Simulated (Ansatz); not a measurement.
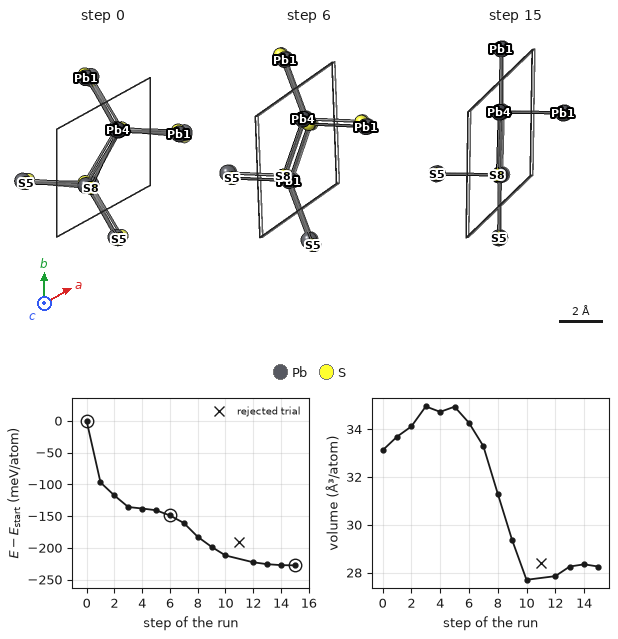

Frames of a relaxation of crystalline PbS (a generated structure, set up in P1) (coarse preliminary run), marked on the history of the run. The picture is a ball-and-stick view of the cell of the calculation, reduced to other axes, seen along the c axis. Lengths and directions refer to the drawn axes.

These are results of DFT PBE, scalar-relativistic, plane waves, PAW in Ansatz 0.2.0, not measurements. (plane-wave cutoff 420 eV; k-point mesh 3 × 3 × 1; occupations gaussian; smearing width 0.1 eV; no spin polarisation; cell and atoms relaxed; force threshold 0.025 eV/Å; at most 60 steps)

What happens along the run?

Answer. The run was cut off at its time limit before the program reported convergence, but its last step already meets the force threshold: the largest component is 0.0075 eV/Å against 0.025 eV/Å. The pressure is within 0.01 GPa of its target. Over 14 accepted moves (15 points after the start) the energy falls by 227 meV per atom. Largest force component: 1.7 eV/Å at the start, 0.0075 eV/Å at the end. The pressure goes from 1.46 to 0.01 GPa. The line search rejected the trial step at point 11 of the run. An S atom moves most relative to the cell: 0.68 Å in a general direction near [−3 1 1]. By element the largest moves are S 0.68 Å, Pb 0.58 Å. The volume changes by −14.7 %, with a 4.988 → 4.172 Å (−16.4 %), b 5.039 → 5.893 Å (+16.9 %), c 12.044 → 12.981 Å (+7.8 %), α 89.7° → 90.0°, β 89.1° → 90.0°, γ 61.1° → 45.1°. Some distances before and after: Pb–S 5.946 → 3.021 Å, Pb–S 5.829 → 3.018 Å, Pb–S 5.797 → 3.022 Å, Pb–S 5.628 → 3.023 Å. New bonds form: Pb–S (5.63 → 3.02 Å), Pb–S (5.80 → 3.02 Å), Pb–S (5.83 → 3.02 Å), Pb–S (5.95 → 3.02 Å). Bonds break: Pb–S (2.72 → 3.67 Å). Bond angles that change, for instance: S–Pb–S 115.3° → 163.6°, Pb–S–Pb 115.3° → 163.6°, Pb–S–Pb 118.5° → 163.6°. The space group stays P1 (No. 1). The run took 110 s on 1 thread of Arm Neoverse V2, on a shared host, peak memory 0.44 GiB. From step 0 to 6: S atoms move most (0.52 Å), volume +3.5 %, energy −149 meV per atom. From step 6 to 15: S atoms move most (0.49 Å), volume −17.5 %, energy −78.5 meV per atom.

```
step  E − E(0), meV/atom  largest force component, eV/Å  pressure, GPa  volume, Å³/atom      note
   0                0.00                         1.6894           1.46           33.118          
   1              -96.93                         0.3366           0.04           33.686          
   2             -117.47                         0.3793           0.08           34.117          
   3             -135.62                         0.1318          -0.30           34.953          
   4             -138.00                         0.0285           0.05           34.725          
   5             -140.70                         0.0250          -0.37           34.941          
   6             -148.96                         0.1535          -0.39           34.268          
   7             -160.74                         0.1856          -0.79           33.294          
   8             -182.49                         0.3106          -1.09           31.310          
   9             -198.35                         0.3944           0.64           29.368          
  10             -211.90                         0.1947           1.22           27.704          
  11             -190.39                         0.6586          -0.45           28.415  rejected
  12             -222.64                         0.0880           0.58           27.856          
  13             -225.61                         0.0590           0.16           28.258          
  14             -227.12                         0.0117          -0.20           28.351          
  15             -227.47                         0.0075           0.01           28.257
```
